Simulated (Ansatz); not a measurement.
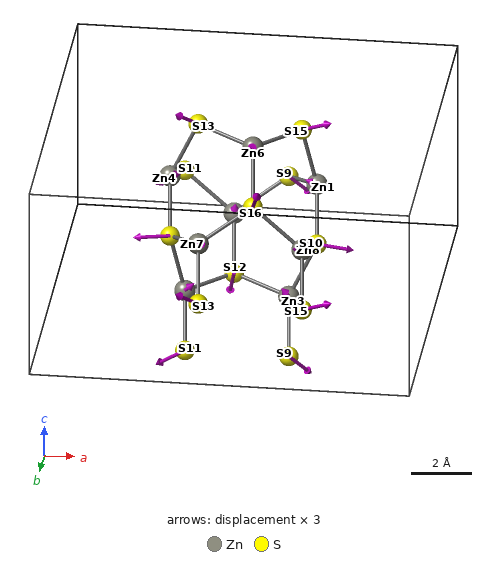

A relaxation of a wire of composition ZnS. The starting structure is drawn; purple arrows show the displacements (the part carried along by the change of the cell is left out), 3 times their true length.

Style: ball-and-stick. Shown: the cell of the calculation, with the vacuum cut short, from a free direction.

Case: (4,0) tube.

The calculation used DFT PBE, scalar-relativistic, plane waves, PAW (Ansatz).

The input:
```yaml
crystal:
  lattice:
    - [13.4, 0.0, 0.0]
    - [0.0, 13.7, 0.0]
    - [0.0, 0.0, 6.7308990642]
  atoms:
    - { symbol: Zn, position: [0.6846238381, 0.5, 0.6666666667] }
    - { symbol: Zn, position: [0.5, 0.6805809804, 0.6666666667] }
    - { symbol: Zn, position: [0.6305487679, 0.6276900358, 0.1666666667] }
    - { symbol: Zn, position: [0.3153761619, 0.5, 0.6666666667] }
    - { symbol: Zn, position: [0.3694512321, 0.6276900358, 0.1666666667] }
    - { symbol: Zn, position: [0.5, 0.3194190196, 0.6666666667] }
    - { symbol: Zn, position: [0.3694512321, 0.3723099642, 0.1666666667] }
    - { symbol: Zn, position: [0.6305487679, 0.3723099642, 0.1666666667] }
    - { symbol: S, position: [0.6305487679, 0.6276900358, 0.8333333333] }
    - { symbol: S, position: [0.6846238381, 0.5, 0.3333333333] }
    - { symbol: S, position: [0.3694512321, 0.6276900358, 0.8333333333] }
    - { symbol: S, position: [0.5, 0.6805809804, 0.3333333333] }
    - { symbol: S, position: [0.3694512321, 0.3723099642, 0.8333333333] }
    - { symbol: S, position: [0.3153761619, 0.5, 0.3333333333] }
    - { symbol: S, position: [0.6305487679, 0.3723099642, 0.8333333333] }
    - { symbol: S, position: [0.5, 0.3194190196, 0.3333333333] }
basis:
  ecutwfc: 420
kpoints:
  mp_grid: { grid: [1, 1, 7] }
hamiltonian:
  xc: pbe
scf:
  occupations: { method: gaussian, width: 0.05 }
output:
  forces: true
  stress: true
  eigenvalues: true
  populations: true
  write_density: true
  write_potential: true
  elf: true
  volumetric_format: npy
relax:
  adjacent_minimum: "off"
  f_tol: 0.02
  max_steps: 45
  cell: { fix: [a, b, alpha, beta, gamma], stress_tol: 0.03 }
```

Launched with:
```bash
ansatz run input.yaml --threads 4 --pin off --max-ram 11264MiB --backend cpu --events-out ev --progress --plain --runs-dir out
```

Q: Which element moves most?

A: Sulfur: up to 0.42 Å, against 0.14 Å for zinc.

Q: What did the optimiser do to the structure, and how much energy did it gain?

A: The largest moves relative to the layer's centre, 0.42 Å, are those of 8 atoms (S9, S10, S11, S12 and others). By element the largest moves are S 0.42 Å, Zn 0.14 Å. Along the periodic axis the drawn cell goes c 6.731 → 6.347 Å (−5.7 %). Among the contacts that change: Zn1–S15 2.201 → 2.278 Å, Zn1–S10 2.244 → 2.282 Å. Bond angles that change, for instance: S10–Zn8–S16 105.3° → 127.7°, Zn1–S10–Zn3 120.6° → 106.1°, Zn3–S10–Zn8 105.3° → 93.2°. The energy falls by 3.382 eV per cell of the calculation in 4 accepted moves (5 points after the start). Largest force component: 1.7 eV/Å at the start, 0.011 eV/Å at the end. The SCF was repeated once at an unchanged geometry on a basis and grid sized afresh for the cell, which shifted the energy by 6.6 meV per cell of the calculation at most. Cost: 44 s on 4 threads of AMD EPYC 9R45 96-Core Processor (Zen 5), with other jobs on the host, peak memory 2.2 GiB.
